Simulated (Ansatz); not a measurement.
**Run report: CdTe, geometry relaxation**

- system: CdTe (2 atoms in the cell)
- method: DFT PBE, scalar-relativistic, plane waves, PAW, no spin polarisation (Ansatz 0.2.0)

The structure derives from an entry of the Crystallography Open Database.

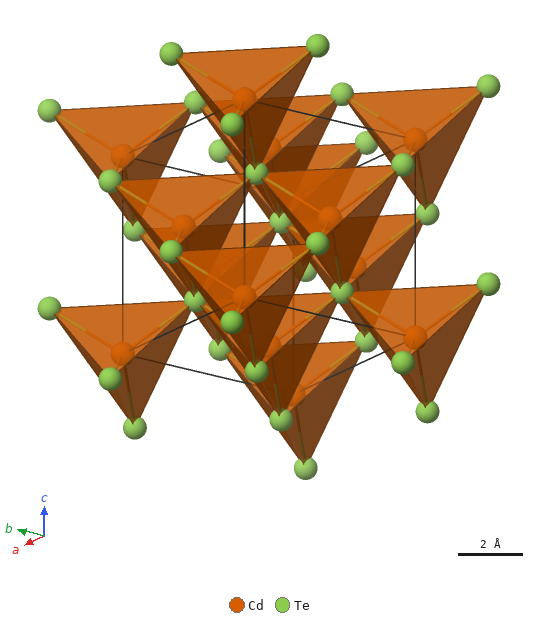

*The input geometry (polyhedral view of the cell 4 times as large as that of the calculation, set on its symmetry axes, seen at an oblique angle; polyhedra are completed across the faces of the cell). An atom can appear more than once, as a periodic image.*

## The input
```yaml
crystal:
  lattice:
    - [0.0, 3.308686692, 3.308686692]
    - [3.308686692, 0.0, 3.308686692]
    - [3.308686692, 3.308686692, 0.0]
  atoms:
    - { symbol: Cd, position: [0.0, 0.0, 0.0] }
    - { symbol: Te, position: [0.75, 0.75, 0.75] }
basis:
  ecutwfc: 420
kpoints:
  mp_grid: { grid: [10, 10, 10] }
hamiltonian:
  xc: pbe
scf:
  occupations: { method: gaussian, width: 0.02 }
output:
  forces: true
  stress: true
  eigenvalues: true
relax:
  adjacent_minimum: "off"
  f_tol: 0.005
  max_steps: 80
  cell: { stress_tol: 0.05 }
```

Command:
```bash
ansatz run input.yaml --threads 1 --pin off --max-ram 2560MiB --backend cpu --events-out ev --progress --plain --runs-dir out
```

## What the program printed
```
Engine: ansatz 0.2.0, x86_64-unknown-linux-gnu
Pseudopotentials: kind: paw
Pseudopotential: Cd, paw, valence charge 20, recommended cutoff 420 eV (normal), Cd.paw.azcp
Pseudopotential: Te, paw, valence charge 16, recommended cutoff 420 eV (normal), Te.paw.azcp
Functional definition: PBE
  parameter kappa = 0.804
  parameter beta = 0.06672455060314922
  exchange = pbe_x(kappa = kappa, mu = beta*pi^2/3)
  correlation = pbe_c(beta = beta)
Crystal: 2 atoms, lattice volume = 72.443 Å³
Basis set: ecut = 420 eV, 1411 PW (Γ), exchange–correlation on 64×64×64 points (8 copies of the dense FFT grid, shifted against one another)
Bands: 22, of which v1, the nominal top of the filled ones, is band 18 counted from 1 (17 counted from 0)
Symmetry: 24 space group operations
Space group: F-43m (ITA 216), of the structure as read, at distance tolerance 4.2e-5 Å
k-points: 47 of 1000 (time reversal used)
Non-local potential: Cd, projectors of the file, l = 0: 3, l = 1: 2, l = 2: 2, l = 3: 1
Non-local potential: Te, projectors of the file, l = 0: 2, l = 1: 2, l = 2: 2, l = 3: 2
PAW form: soft (Blöchl's): semilocal exchange-correlation on the pseudo side does not see the compensation charge
PAW one-centre angular grid: Cd, 590 points (default); XC on 64 Gauss nodes
PAW one-centre angular grid: Te, 590 points (default); XC on 64 Gauss nodes
Initial density: superposition of atomic densities (neutral atoms: chi_scale 0, normalization atom), corrected by the library's trained network
Initial wavefunctions: pseudopotential atomic-orbital guess
Functional: x = pbe(κ = 0.804, μ = 0.2195149727645171), c = pbe(β = 0.06672455060314922)
SCF iter   1: F=—  HF=-15235.340184 eV  |F-HF|=—  |Δ(HF+E_count)|=         —  Δρ=1.49e-3  dr2=4.12e-3  ethr=1.77e-3  ⟨swp⟩=6.2  Hψ=4929  notcnv=0
preconditioner: auto → none  [insulator: Δε(μ)=0.561 eV  Ē_g=11.165 eV  σ=0.020 eV  W_gap=1.00  n_scr=14 (ndim 8)  ℏωp=18.5 eV  f_vac=0.207  D(μ)=0.00/eV (n_scr^D=0)  ε∞_Penn≈3.7]
SCF iter   2: F=—  HF=-15235.339331 eV  |F-HF|=—  |Δ(HF+E_count)|=   8.53e-4  Δρ=5.49e-4  dr2=2.25e-4  ethr=1.14e-5  ⟨swp⟩=2.8  Hψ=2090  notcnv=0
SCF iter   3: F=—  HF=-15235.339393 eV  |F-HF|=—  |Δ(HF+E_count)|=   6.21e-5  Δρ=1.99e-4  dr2=3.08e-5  ethr=6.24e-7  ⟨swp⟩=3.0  Hψ=1985  notcnv=0
SCF iter   4: F=—  HF=-15235.339421 eV  |F-HF|=—  |Δ(HF+E_count)|=   2.81e-5  Δρ=8.99e-5  dr2=8.44e-6  ethr=8.55e-8  ⟨swp⟩=2.6  Hψ=1704  notcnv=0
SCF iter   5: F=—  HF=-15235.339436 eV  |F-HF|=—  |Δ(HF+E_count)|=   1.53e-5  Δρ=2.51e-5  dr2=5.51e-7  ethr=2.34e-8  ⟨swp⟩=2.0  Hψ=1457  notcnv=0
SCF iter   6: F=-15235.339439 eV  HF=-15235.339439 eV  |F-HF|=4.29e-8  |Δ(HF+E_count)|=   2.22e-6  Δρ=3.24e-6  dr2=9.45e-9  ethr=2.78e-10  ⟨swp⟩=7.1  Hψ=4807  notcnv=0
SCF 1 converged in 6 iterations: F = -15235.339439 eV  dr2 = 9.45e-9
  greatest PAW one-centre occupation: 1.000 electrons in one spin orbital (limit 2), on the Cd atom at site 0 (counted from 0), in its partial waves of l = 0
relax step   1: F+E_penalty+E_count = -15235.33943876 eV  Δ(F+E_penalty+E_count) = +0.000e0 eV  max|allowed force component| = 8.327e-17 eV/Å  Δτ_max = 0.0000 Å  P = +0.014 GPa  Ω = 72.443 Å³  (6 SCF iters, dr2 threshold 1.00e-7 eV, accepted)
Initial density: handed on by an earlier stage of this run
Initial wavefunctions: pseudopotential atomic-orbital guess (no wavefunctions were taken with the density)
iter 1 solved again at ethr=9.25e-8 eV; its pass at ethr=3.10e-3 eV (dr2=3.33e-5 eV) is discarded
SCF iter   1: F=—  HF=-15235.339443 eV  |F-HF|=—  |Δ(HF+E_count)|=         —  Δρ=3.13e-6  dr2=9.15e-9  ethr=9.25e-8  ⟨swp⟩=4.1  Hψ=7765  notcnv=0
eigensolver tolerance schedule: the retry pair's looser diagonalisation over-reported the residual by 3636.95 of it (diagonalisation noise at 0.12 of the residual, at the tolerance the schedule requests for it); recorded, not acted on — ethr = c·dr2/N_el stays at c = 1.0e-1
preconditioner: auto → none  [insulator: Δε(μ)=0.587 eV  Ē_g=11.151 eV  σ=0.020 eV  W_gap=1.00  n_scr=14 (ndim 8)  ℏωp=18.5 eV  f_vac=0.205  D(μ)=0.00/eV (n_scr^D=0)  ε∞_Penn≈3.8]
SCF iter   2: F=—  HF=-15235.339439 eV  |F-HF|=—  |Δ(HF+E_count)|=   3.90e-6  Δρ=1.82e-6  dr2=2.72e-9  ethr=2.54e-11  ⟨swp⟩=3.0  Hψ=2193  notcnv=0
SCF iter   3: F=—  HF=-15235.339439 eV  |F-HF|=—  |Δ(HF+E_count)|=   1.81e-8  Δρ=1.26e-6  dr2=1.13e-9  ethr=7.55e-12  ⟨swp⟩=3.0  Hψ=2175  notcnv=0
SCF iter   4: F=—  HF=-15235.339439 eV  |F-HF|=—  |Δ(HF+E_count)|=  2.66e-10  Δρ=2.50e-7  dr2=3.03e-11  ethr=3.14e-12  ⟨swp⟩=2.0  Hψ=1410  notcnv=0
SCF iter   5: F=-15235.339439 eV  HF=-15235.339439 eV  |F-HF|=0.00e0  |Δ(HF+E_count)|=  3.64e-11  Δρ=1.11e-7  dr2=5.74e-12  ethr=1.00e-12  ⟨swp⟩=6.5  Hψ=4856  notcnv=0
SCF 2 converged in 5 iterations: F = -15235.339439 eV  dr2 = 5.74e-12
relax step   2: F+E_penalty+E_count = -15235.33943877 eV  Δ(F+E_penalty+E_count) = -9.051e-9 eV  max|allowed force component| = 9.252e-17 eV/Å  Δτ_max = 0.0000 Å  P = +0.015 GPa  Ω = 72.443 Å³  stress off target by 1.46e-2 GPa  SCF on the basis re-selected at this cell (its energy is not comparable with the rows above)  (5 SCF iters)
```

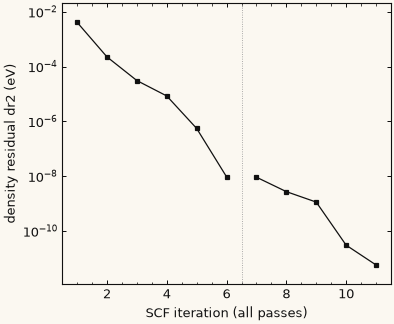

*Convergence of the self-consistent field: density residual dr2 against the SCF iteration. The dotted lines part the SCF passes of the relaxation: geometry steps, rejected trials and re-solves on a re-selected basis.*

The passes take 6 and 5 iterations.

```
basis re-selected at this cell: Δ(F+E_penalty+E_count) = -9.051e-9 eV, ΔP = +0.000 GPa vs the last step (what re-selecting the basis moved, of the pressure what is left beyond the Pulay correction that the steps carried, after the strain that the cell walked since its last selection, with what the two solves' SCF thresholds leave and, on support functions, any second-order correction that the steps lacked; it is no measure of the basis error at this ecutwfc). This SCF's stress stands 1.46e-2 GPa from its target on what of the cell is left free (relax.cell.stress_tol is 5.00e-2 GPa) and its largest allowed force component is 9.25e-17 eV/Å (relax.f_tol is 5.00e-3 eV/Å): within both
SCF converged after 5 iterations
Free energy (F): -15235.339439 eV
Harris-Foulkes:  -15235.339439 eV  (|F-HF|=0.00e0)
Internal energy: -15235.339439 eV  (E = F + TS)
E sigma→0 (E₀):  -15235.339439 eV
Fermi energy:    6.900208 eV
--- Per-component energies (eV) ---
  E_band       = -814.995697
  E_kinetic    = 684.557589
  E_local      = -5554.748396  (includes V_loc(G=0)·N_el)
  E_nonlocal   = -276.748621
  E_hartree    = 2788.911573
  E_xc         = -300.465036
  E_vxc        = -324.994255  (∫ρ·V_xc dr)
  E_paw        = -8746.033784  (= ΣΔE_a)
  E_vpaw       = -920.885130  (= ΣTr[D̂ρ^β])
  E_aug_tail   = -0.000158  (compensation charges beyond the density's cutoff)
  E_ewald      = -3830.812606
  E_smearing   = -0.000000  (= −TS)
  E_closure    = -0.000000  (closes the sum)
  Σ components = -15235.339439   (vs F -15235.339439, Δ=0.00e0)
--- Forces (eV/Å), atoms counted from 1 ---
  atom   1  Cd    -0.00000000     0.00000000     0.00000000
  atom   2  Te     0.00000000    -0.00000000    -0.00000000
  max |Σ_I F_I| component: 1.48e-16 eV/Å
--- Stress (GPa, compression-positive) ---
        0.014592      -0.000000      -0.000000
       -0.000000       0.014592       0.000000
        0.000000       0.000000       0.014592
  P = ⅓ Tr σ = 0.0146 GPa (0.146 kbar)
--- Band table (eV; the first three rows and the last of 47) ---
  k-point 0: bands = ["-95.3712", "-56.4334", "-56.4334", "-56.4334", "-29.2853", "-29.2853", "-29.2853", "-29.2794", "-29.2794", "-4.2295", "-1.4755", "-1.4755", "-1.4755", "-1.2580", "-1.2580", "6.6064", "6.6064", "6.6064", "7.1932", "11.2602", "11.2602", "11.2602"]
  k-point 1: bands = ["-95.3712", "-56.4334", "-56.4334", "-56.4334", "-29.2853", "-29.2853", "-29.2853", "-29.2794", "-29.2794", "-4.1967", "-1.4694", "-1.4694", "-1.4486", "-1.2584", "-1.2584", "5.7117", "6.5272", "6.5272", "7.9125", "11.1960", "11.3899", "11.3899"]
  k-point 2: bands = ["-95.3712", "-56.4334", "-56.4334", "-56.4334", "-29.2854", "-29.2853", "-29.2853", "-29.2794", "-29.2794", "-4.1106", "-1.4544", "-1.4544", "-1.3627", "-1.2587", "-1.2587", "4.5784", "6.3372", "6.3372", "8.4227", "11.4750", "11.6623", "11.6623"]
  k-point 46: bands = ["-95.3712", "-56.4334", "-56.4334", "-56.4334", "-29.2854", "-29.2852", "-29.2849", "-29.2794", "-29.2792", "-3.7857", "-1.3711", "-1.3656", "-1.2879", "-1.2518", "-0.7782", "2.7042", "4.5653", "4.6903", "10.4561", "10.8637", "12.6232", "13.1778"]
--- Relaxed structure (1 steps of the walk, 1 accepted, 1 SCFs on fresh bases) ---
  F+E_penalty+E_count = -15235.33943877 eV   max|allowed force component| = 9.252e-17 eV/Å   (the final SCF, on the basis selected at the relaxed cell)
  cell:  # Å, volume = 72.4431 Å³
    - [0.0, 3.308686692, 3.308686692]
    - [3.308686692, 0.0, 3.308686692]
    - [3.308686692, 3.308686692, 0.0]
  atoms:
    - { symbol: Cd, position: [0.0, 0.0, 0.0] }
    - { symbol: Te, position: [0.75, 0.75, 0.75] }
```

## Trajectory as extended XYZ (Å, eV, eV/Å), 2 frames, from step=1 to step=2
```
2
Lattice="0.0000 3.3087 3.3087 3.3087 0.0000 3.3087 3.3087 3.3087 0.0000" Properties=species:S:1:pos:R:3:forces:R:3 step=1 energy=-15235.33944 pressure_GPa=0.01
Cd    0.0000    0.0000    0.0000    0.0000   0.0000   0.0000
Te    4.9630    4.9630    4.9630    0.0000   0.0000   0.0000
2
Lattice="0.0000 3.3087 3.3087 3.3087 0.0000 3.3087 3.3087 3.3087 0.0000" Properties=species:S:1:pos:R:3:forces:R:3 step=2 energy=-15235.33944 pressure_GPa=0.01
Cd    0.0000    0.0000    0.0000    0.0000   0.0000   0.0000
Te    4.9630    4.9630    4.9630    0.0000   0.0000   0.0000
```

## Key numbers

```json
{"quantity": "outcome", "value": "converged"}
{"quantity": "space group (tolerance 0.01 Å)", "value": "F-43m (216)"}
{"quantity": "electrons treated", "value": "36"}
{"quantity": "free energy", "value": "−15235.3394 eV"}
{"quantity": "Fermi energy", "value": "6.900 eV"}
{"quantity": "gap on the k-point mesh", "value": "0.59 eV"}
{"quantity": "pressure", "value": "0.01 GPa"}
{"quantity": "final volume", "value": "72.44 Å³"}
{"quantity": "largest force (length of the vector) at the end", "value": "under 0.001 eV/Å"}
{"quantity": "final cell", "value": "a = 4.679 Å, b = 4.679 Å, c = 4.679 Å, α = 60.00°, β = 60.00°, γ = 60.00°"}
{"quantity": "hardware", "value": "1 thread of Oxide Virtual Turin-like (Zen 5), 32 GiB of memory available, shared host"}
{"quantity": "wall time", "value": "13 s"}
{"quantity": "peak memory", "value": "0.45 GiB"}
```
